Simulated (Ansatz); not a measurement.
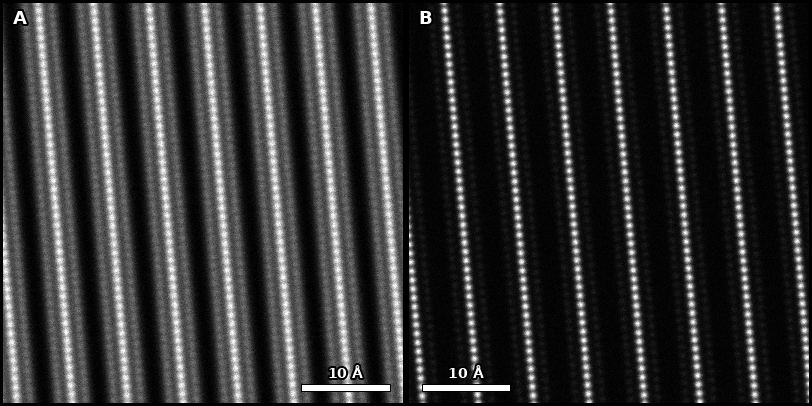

Two simulated images of the same area of WS2 (P6_3/mmc, No. 194) along [310], with a probe of 0.65 Å. One is incoherent Z contrast (Z^1.7 per atom), the other the projected potential of neutral atoms blurred by the probe (iDPC-like, thin sample). Brightness is counted from the darkest point of the image. Shot noise was added. Structure used: the end point of a relaxation with Ansatz, DFT PBEsol, scalar-relativistic, plane waves, PAW.

### Which panel is which, and how can one tell?

B is the Z-contrast image and A the potential image. The columns of 1 S per repeat reach about 8 % of the brightest peak (1 W) in B but about 42 % in A, mainly since the potential grows much more slowly with atomic number.
